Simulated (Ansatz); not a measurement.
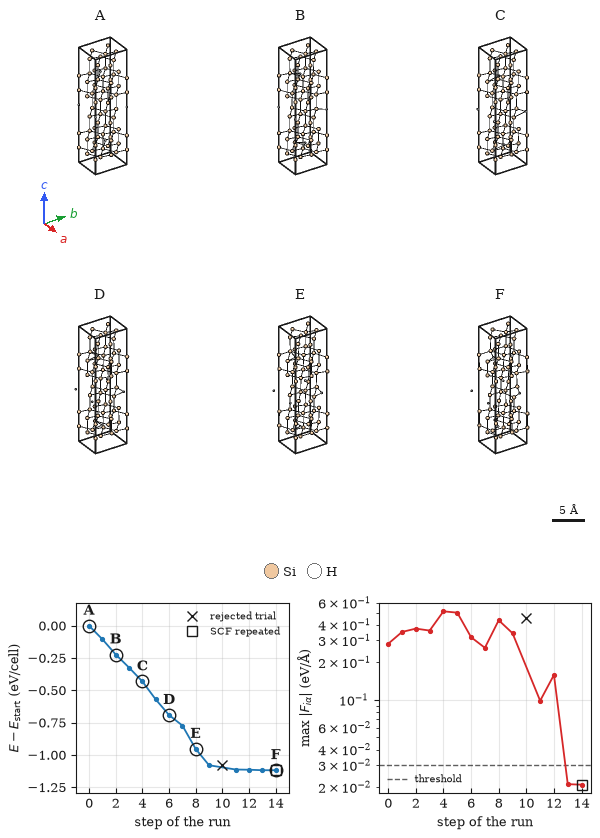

Frames of a relaxation of a defect cell of composition Si16H (cell charge +1), marked on the history of the run. A ball-and-stick model of the conventional cell (3 times the calculation's cell) (origin shifted), seen slightly off an axis. Lengths and directions refer to the drawn axes.

It is an interstitial H in diamond Si. The run prepares an end point of a later path (interstitial hop) calculation, from a guessed geometry.

These are results of DFT PBE, scalar-relativistic, plane waves, PAW in Ansatz 0.2.0, not measurements.

The input:
```yaml
crystal:
  lattice:
    - [0.0, 5.43, 5.43]
    - [5.43, 0.0, 5.43]
    - [5.43, 5.43, 0.0]
  atoms:
    - { symbol: Si, position: [0.0, 0.0, 0.0] }
    - { symbol: Si, position: [0.125, 0.125, 0.125] }
    - { symbol: Si, position: [0.0, 0.0, 0.5] }
    - { symbol: Si, position: [0.125, 0.125, 0.625] }
    - { symbol: Si, position: [0.0, 0.5, 0.0] }
    - { symbol: Si, position: [0.125, 0.625, 0.125] }
    - { symbol: Si, position: [0.0, 0.5, 0.5] }
    - { symbol: Si, position: [0.125, 0.625, 0.625] }
    - { symbol: Si, position: [0.5, 0.0, 0.0] }
    - { symbol: Si, position: [0.625, 0.125, 0.125] }
    - { symbol: Si, position: [0.5, 0.0, 0.5] }
    - { symbol: Si, position: [0.625, 0.125, 0.625] }
    - { symbol: Si, position: [0.5, 0.5, 0.0] }
    - { symbol: Si, position: [0.625, 0.625, 0.125] }
    - { symbol: Si, position: [0.5, 0.5, 0.5] }
    - { symbol: Si, position: [0.625, 0.625, 0.625] }
    - { symbol: H, position: [0.3711596, 0.3830655, 0.3723953] }
total_charge: 1
basis:
  ecutwfc: 420.0
kpoints:
  mp_grid: { grid: [2, 2, 2] }
hamiltonian:
  xc: pbe
scf:
  occupations: { method: gaussian, width: 0.05 }
  lower_state_search: "off"
relax:
  f_tol: 0.03
  max_steps: 60
  adjacent_minimum: "off"
output:
  write_density: true
  write_potential: true
  elf: true
  volumetric_format: npy
```

Command:
```bash
ansatz run input.yaml --threads 1 --pin off --max-ram 3072MiB --backend cpu --events-out ev --progress --plain --runs-dir out
```

Question: What happens along the run?

Answer: After 12 accepted moves (14 points after the start) the energy has fallen by 1.118 eV per cell of the calculation. Largest force component: 0.28 eV/Å at the start, 0.021 eV/Å at the end. The line search rejected the trial step at point 10 of the run. 1 step only repeated the SCF at the same geometry. The atom that moves furthest is H17 (1.70 Å along [−2 −2 −1]). Largest moves by element: H 1.70 Å, Si 0.34 Å. The cell stays as it was. Near-neighbour distances that change, for instance: Si6–H17 2.680 → 1.609 Å, Si7–H17 2.328 → 1.605 Å, Si6–Si7 2.351 → 2.938 Å, Si13–H17 2.335 → 2.802 Å. New bonds form: Si6–H17 (2.68 → 1.61 Å), Si7–H17 (2.33 → 1.61 Å). Among the angles between lasting bonds that change: Si6–Si5–Si8 109.5° → 95.2°, Si7–Si16–Si13 109.5° → 96.6°, Si1–Si4–Si7 109.5° → 98.4°. The run took 90 s on 1 thread of Intel(R) Xeon(R) Platinum 8259CL CPU @ 2.50GHz (Skylake/Cascade Lake), on a shared host, peak memory 0.62 GiB. From step 0 to 2: H17 moves most (0.38 Å), energy −0.222 eV per cell of the calculation. From step 2 to 4: H17 moves most (0.38 Å), energy −0.209 eV per cell of the calculation. From step 4 to 6: H17 moves most (0.39 Å), energy −0.260 eV per cell of the calculation. From step 6 to 8: H17 moves most (0.38 Å), energy −0.262 eV per cell of the calculation. From step 8 to 14: H17 moves most (0.35 Å), energy −0.165 eV per cell of the calculation.

Limits of the set-up: the periodic images lie only 7.7 Å apart, so the values are limited by the cell's size; the cell is charged, on a uniform background, and energies carry no finite-size correction.
